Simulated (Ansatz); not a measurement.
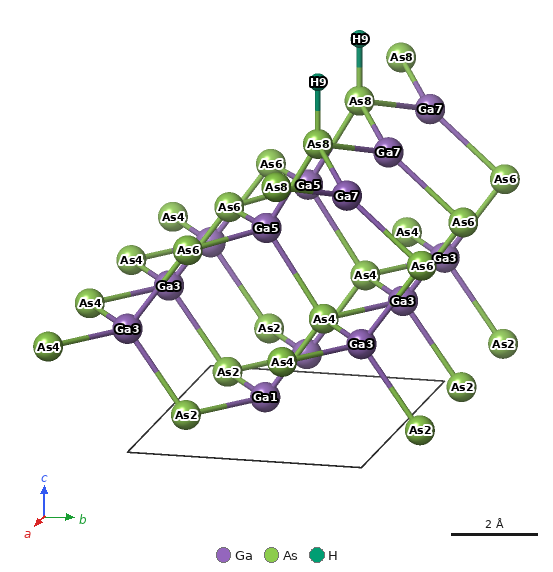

This is the input geometry for a constrained relaxation of a slab of composition Ga4As4H (cut from the F-43m phase). Style: ball-and-stick. Shown: the 2 × 1 repeat of the cell, outlined in the plane, without the vacuum, slightly off an axis.

Case: H put at a top As site. The slab is the (1 1 0) face of GaAs with H on it. 4 atoms are held fixed.

Method: Ansatz, DFT PBEsol, scalar-relativistic, plane waves, PAW.

Input
```yaml
crystal:
  lattice:
    - [4.0010046536, 0.0, 0.0]
    - [0.0, 5.6582750442, 0.0]
    - [0.0, 0.0, 25.0015069804]
  atoms:
    - { symbol: Ga, position: [0.5, 0.5, 0.3399795063] }
    - { symbol: As, position: [0.0, 0.25, 0.3399795063] }
    - { symbol: Ga, position: [0.0, 0.0, 0.4199947761] }
    - { symbol: As, position: [0.5, 0.75, 0.4199947761] }
    - { symbol: Ga, position: [0.5, 0.505245758, 0.5045739962] }
    - { symbol: As, position: [0.0, 0.2576006617, 0.5000867166] }
    - { symbol: Ga, position: [0.0, -0.0621055616, 0.5634242047] }
    - { symbol: As, position: [0.5, 0.7252137995, 0.5894063527] }
    - { symbol: H, position: [0.5, 0.7252137995, 0.6494027361], spin: 1.0 }
basis:
  ecutwfc: 420
kpoints:
  mp_grid: { grid: [7, 5, 1] }
hamiltonian:
  xc: pbesol
scf:
  occupations: { method: gaussian, width: 0.05 }
output:
  forces: true
  eigenvalues: true
  populations: true
magnetization:
  spin_polarized: true
relax:
  adjacent_minimum: "off"
  f_tol: 0.03
  max_steps: 70
  constraints: [{ sites: [0, 1, 2, 3] }]
efield:
  axis: 3
  dipole_correction: true
  ramp_width: 0.04
```

Launched with:
```bash
ansatz run input.yaml --threads 2 --pin off --max-ram 5120MiB --backend cpu --events-out ev --progress --plain --runs-dir out
```

Where does the constrained relaxation end?

Over 9 accepted moves (10 points after the start) the energy falls by 0.605 eV per cell of the calculation. The largest force component goes from 0.88 to 0.0073 eV/Å. 1 step only repeated the SCF at the same geometry. The atom that moves furthest is H9 (0.98 Å at 48° to the normal (−c side)). Largest moves by element: H 0.98 Å, Ga 0.73 Å, As 0.41 Å. The cell doesn't change. Among the contacts that change: As4–Ga5 2.528 → 2.460 Å, As6–Ga7 2.404 → 2.463 Å, Ga7–As8 2.423 → 2.463 Å, Ga5–As8 2.459 → 2.487 Å. Bond angles that change, for instance: Ga5–As8–H9 149.6° → 101.3°, Ga5–As8–Ga7 91.2° → 116.4°, As6–Ga7–As8 123.4° → 102.1°. The program noted that the starting moments weren't kept.

The end point in the same view:

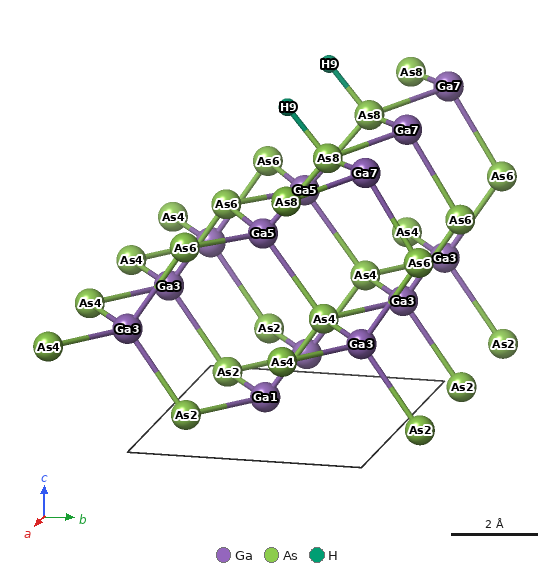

Limits of the set-up: the periodic images lie only 4.0 Å apart, so the values are limited by the cell's size.
